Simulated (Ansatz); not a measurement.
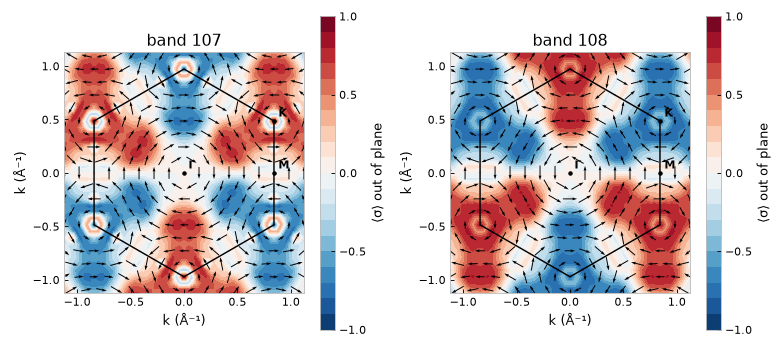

Spin texture of a GeSb2Te4 monolayer (space group of the slab cell P3m1) in the plane k₃ = 0, seen along b₁ × b₂: arrows give the in-plane part of ⟨σ⟩, colours the part out of the plane.

Computed with DFT PBE, spin-orbit coupling, plane waves, PAW; levels and slopes on a k mesh at the converged density (Ansatz). Non-magnetic. k mesh for the levels: 24×24×1. The geometry was not relaxed. The cell comes from a database of computed structures, not from a measurement.

Question: How is the spin locked to momentum in these bands?

Answer: Band 107 (filled): the spin expectation value has a mean length of 0.9, partly in and partly out of the plane; near Γ it winds clockwise, at right angles to k (Rashba-like); its out-of-plane part is +0.9 at the labelled K point and −0.9 at the opposite point. Band 108 (it crosses the Fermi level in this plane): the spin expectation value has a mean length of 0.9, partly in and partly out of the plane; near Γ it winds anticlockwise, at right angles to k (Rashba-like); its out-of-plane part is −0.8 at the labelled K point and +0.8 at the opposite point.

Question: Why are these bands spin-split?

Answer: The structure has no inversion centre, so spin-orbit coupling splits the pair at general k (symmetry can keep it degenerate on some lines and at time-reversal-invariant points), and the spin at −k is opposite to that at k. Bands 107 and 108 lie up to 0.24 eV apart in this plane.

Semilocal functionals overstate band overlaps, so a small overlap like this can be a small gap in truth. The Fermi level moves by 0.026 eV between the self-consistent and the finer mesh, more than the depth of the shallowest pocket, which is therefore unsettled, and so is the density of states. Necks and pockets thinner than about two mesh steps aren't resolved, so separate pockets may in truth be joined.
